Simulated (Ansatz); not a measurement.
# Single-point calculation of Al (part 2 of 2)

Al (slab, 36 atoms in the cell); DFT PBE+D3(BJ), scalar-relativistic, plane waves, PAW, no spin polarisation (Ansatz 0.2.0); cutoff 420 eV, 3×3×1 k-mesh, Gaussian smearing of 0.1 eV. The structure derives from an entry of the Crystallography Open Database. It belongs to a series of runs on one base structure; here: the slab at its places in the relaxed adsorbed structure.

Output, continued
```
  k-point 2: bands = ["-11.0026", "-10.3160", "-9.7645", "-9.0874", "-8.9706", "-8.9292", "-8.2975", "-8.2528", "-7.7576", "-7.7090", "-7.6010", "-7.5450", "-7.0834", "-7.0358", "-6.8714", "-6.3930", "-5.6364", "-5.6118", "-5.5933", "-5.5582", "-5.4934", "-4.9093", "-4.8538", "-4.8036", "-4.4500", "-4.4239", "-4.3830", "-4.2125", "-4.1452", "-3.7056", "-3.6627", "-3.0437", "-3.0145", "-2.8191", "-2.7660", "-2.5580", "-2.5107", "-2.4920", "-2.4323", "-2.4057", "-2.3075", "-2.2623", "-2.2053", "-2.1580", "-2.1052", "-1.8676", "-1.8242", "-1.7819", "-1.4673", "-1.2609", "-1.1947", "-0.6102", "-0.5344", "-0.4503", "-0.4184", "-0.3560", "0.0279", "0.0986", "0.1853", "0.2725", "0.3172", "0.3469", "0.3557", "0.6205", "0.6435", "0.7370", "0.8355", "0.9035", "0.9338", "1.0544", "1.5164", "1.6295", "1.7015", "1.7572", "1.8056", "1.9919", "2.0629", "2.4258", "2.4286", "2.6455", "2.6731", "2.7488", "2.7936", "2.8306", "2.8706", "2.9191", "2.9628", "2.9812", "3.0458", "3.0625"]
  k-point 4: bands = ["-10.7752", "-10.1029", "-10.0715", "-9.5404", "-9.3977", "-8.8742", "-8.8386", "-8.1776", "-7.4002", "-7.3736", "-7.3133", "-6.7298", "-6.7150", "-6.6680", "-6.6110", "-6.1897", "-6.1536", "-5.9761", "-5.5280", "-5.5016", "-5.3788", "-5.3741", "-4.7440", "-4.7147", "-4.6048", "-4.2110", "-4.1792", "-4.1241", "-4.0209", "-3.9775", "-3.9456", "-3.8887", "-3.5737", "-3.5291", "-3.3491", "-3.3128", "-3.2547", "-2.9507", "-2.7383", "-2.2764", "-2.0804", "-2.0543", "-1.6605", "-1.6341", "-1.5977", "-1.4489", "-1.3859", "-1.2990", "-1.2694", "-1.2291", "-0.9893", "-0.8186", "-0.6223", "-0.6128", "-0.2756", "-0.2598", "-0.1935", "-0.1148", "0.1568", "0.3914", "0.4167", "0.5117", "0.8662", "0.8922", "0.9221", "1.0092", "1.0320", "1.0637", "1.2054", "1.2515", "1.2795", "1.3096", "1.6751", "1.7148", "1.7333", "1.8623", "1.8877", "2.2158", "2.3121", "2.4994", "2.5314", "2.8536", "2.8870", "2.9831", "3.0152", "3.0529", "3.0884", "3.1872", "3.2096", "3.2873"]
```

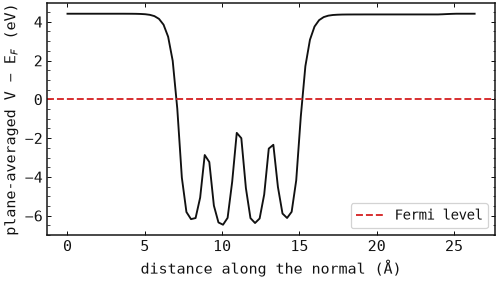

Figure 1. Plane average of the electrostatic potential energy of an electron across the cell, from the Fermi level. The vacuum level lies 4.38 eV above the Fermi level on the upper side and 4.42 eV on the lower.

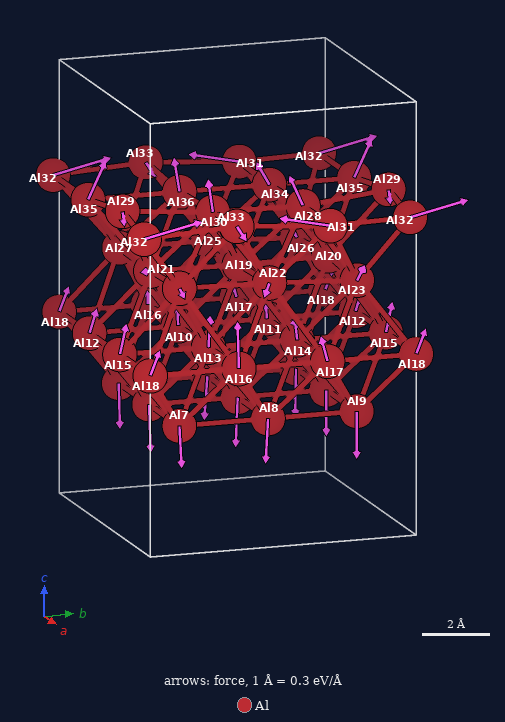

Figure 2. Forces on the atoms as pink arrows (ball-and-stick view of the cell of the calculation, with the vacuum cut short, seen slightly off an axis; atoms are numbered from 1 in the order of the input). The largest act on Al32 (0.57 eV/Å); Al31 (0.50 eV/Å); Al5 (0.48 eV/Å); Al3 (0.47 eV/Å), among others. The geometry is not a stationary point of this energy.

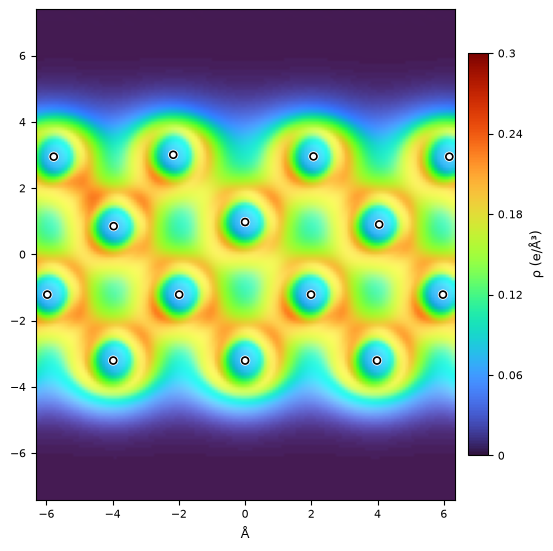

Figure 3. Valence pseudo-density on the (11̄0) plane of the calculation cell, a cut from vacuum to vacuum. Circles mark the nuclei in the plane (Al). Al–Al (2.77 Å): ρ is about 0.22 e/Å³ halfway. Al–Al (2.82 Å): ρ at the midpoint is about 0.21 e/Å³. Al–Al (2.88 Å): ρ at the midpoint is about 0.2 e/Å³. Al–Al (2.95 Å): ρ is about 0.18 e/Å³ halfway. The density dies away to nearly zero in the vacuum. Core electrons are frozen (PAW), so the fields are smoothed inside the atomic spheres.

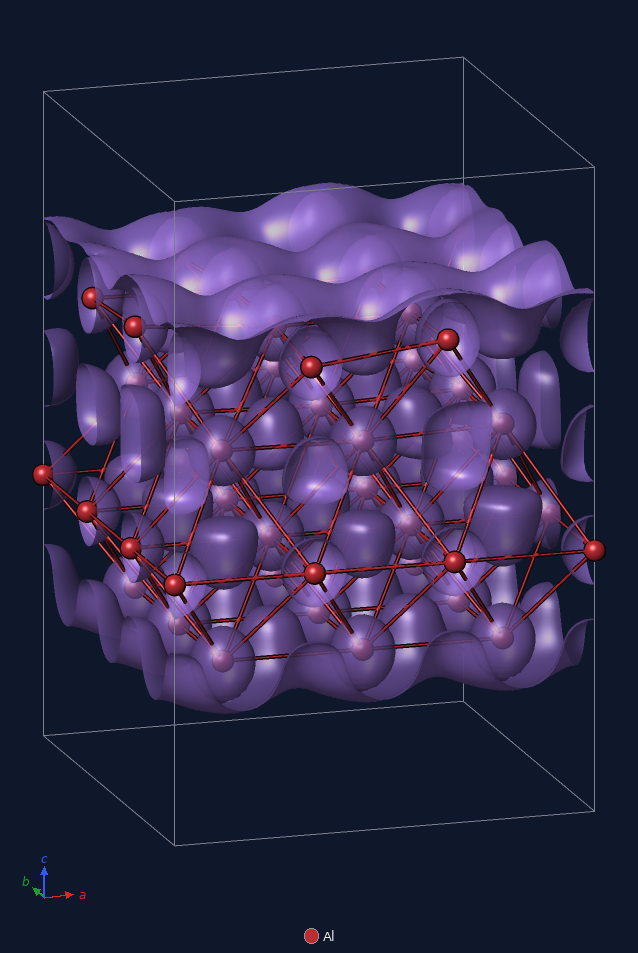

Figure 4. Isosurface of the valence charge density (pseudo) at 0.15 e/Å³ (purple), seen slightly off an axis. Sticks mark near contacts. At this value the density is joined into sheets; it holds about 80 % of the electrons treated as valence. On the grid the lowest density along these lines, outside the cores, is 0.27 e/Å³ (Al–Al, 2.62 Å), 0.23 e/Å³ (Al–Al, 2.76 Å), 0.21 e/Å³ (Al–Al, 2.80 Å) and 0.21 e/Å³ (Al–Al, 2.84 Å).

The run was set up as follows.

Input
```yaml
crystal:
  lattice:
    - [8.4486369609, 0.0, 0.0]
    - [0.0, 8.4486369609, 0.0]
    - [0.0, 0.0, 26.6298884869]
  atoms:
    - { symbol: Al, position: [0.1666666667, 0.1666666667, 0.3004143259] }
    - { symbol: Al, position: [0.1666666667, 0.5, 0.3004143259] }
    - { symbol: Al, position: [0.1666666667, 0.8333333333, 0.3004143259] }
    - { symbol: Al, position: [0.5, 0.1666666667, 0.3004143259] }
    - { symbol: Al, position: [0.5, 0.5, 0.3004143259] }
    - { symbol: Al, position: [0.5, 0.8333333333, 0.3004143259] }
    - { symbol: Al, position: [0.8333333333, 0.1666666667, 0.3004143259] }
    - { symbol: Al, position: [0.8333333333, 0.5, 0.3004143259] }
    - { symbol: Al, position: [0.8333333333, 0.8333333333, 0.3004143259] }
    - { symbol: Al, position: [0.3333333333, 0.3333333333, 0.3751935662] }
    - { symbol: Al, position: [0.3333333333, 0.6666666667, 0.3751935662] }
    - { symbol: Al, position: [0.3333333333, 0.0, 0.3751935662] }
    - { symbol: Al, position: [0.6666666667, 0.3333333333, 0.3751935662] }
    - { symbol: Al, position: [0.6666666667, 0.6666666667, 0.3751935662] }
    - { symbol: Al, position: [0.6666666667, 0.0, 0.3751935662] }
    - { symbol: Al, position: [0.0, 0.3333333333, 0.3751935662] }
    - { symbol: Al, position: [0.0, 0.6666666667, 0.3751935662] }
    - { symbol: Al, position: [0.0, 0.0, 0.3751935662] }
    - { symbol: Al, position: [0.5074069364, 0.5036284787, 0.4547519801] }
    - { symbol: Al, position: [0.5057162738, 0.8393710753, 0.4565045922] }
    - { symbol: Al, position: [0.5026638777, 0.1721349849, 0.4556866825] }
    - { symbol: Al, position: [0.8429616518, 0.5019754505, 0.4586944974] }
    - { symbol: Al, position: [0.8337058002, 0.8349850221, 0.4527894682] }
    - { symbol: Al, position: [0.8344300927, 0.1671398036, 0.4603906881] }
    - { symbol: Al, position: [0.1725276283, 0.5009746199, 0.4580283411] }
    - { symbol: Al, position: [0.1712422682, 0.8347012939, 0.4527625683] }
    - { symbol: Al, position: [0.1644829185, 0.1686317421, 0.4574800265] }
    - { symbol: Al, position: [0.6821432277, 0.6836024247, 0.5316186799] }
    - { symbol: Al, position: [0.6551680835, 0.0140628605, 0.5404300421] }
    - { symbol: Al, position: [0.6709404705, 0.3480995562, 0.5324515479] }
    - { symbol: Al, position: [0.0147918002, 0.6720027825, 0.5338221384] }
    - { symbol: Al, position: [-0.0109076782, -0.0191045515, 0.5337902112] }
    - { symbol: Al, position: [0.0066033587, 0.323211471, 0.5413464708] }
    - { symbol: Al, position: [0.3458346783, 0.6718411188, 0.5316652681] }
    - { symbol: Al, position: [0.3247577809, -0.0023868178, 0.5297705908] }
    - { symbol: Al, position: [0.3443994056, 0.3345099749, 0.5318988252] }
basis:
  ecutwfc: 420
kpoints:
  mp_grid: { grid: [3, 3, 1] }
hamiltonian:
  xc: pbe
  dispersion: d3bj
scf:
  occupations: { method: gaussian, width: 0.1 }
output:
  forces: true
  eigenvalues: true
  write_density: true
  volumetric_format: npy
efield:
  axis: 3
  dipole_correction: true
  ramp_width: 0.04
```

Launched with:
```bash
ansatz run input.yaml --threads 4 --pin off --max-ram 10240MiB --backend cpu --events-out ev --progress --plain --runs-dir out
```

Summary

| quantity | value |
| --- | --- |
| outcome | converged |
| electrons treated | 108 |
| free energy | −19350.3621 eV |
| work function, top face | 4.38 eV |
| work function, bottom face | 4.42 eV |
| Fermi energy | −0.483 eV |
| gap on the k-point mesh | none (metallic) |
| work function (upper face) | 4.38 eV |
| largest force (length of the vector) | 0.568 eV/Å |
| hardware | 4 threads of Intel Xeon @ 2.90GHz (Ice Lake), 192 GiB of memory available, shared host |
| wall time | 23 s (CPU time 84 s) |
| peak memory | 3.4 GiB |
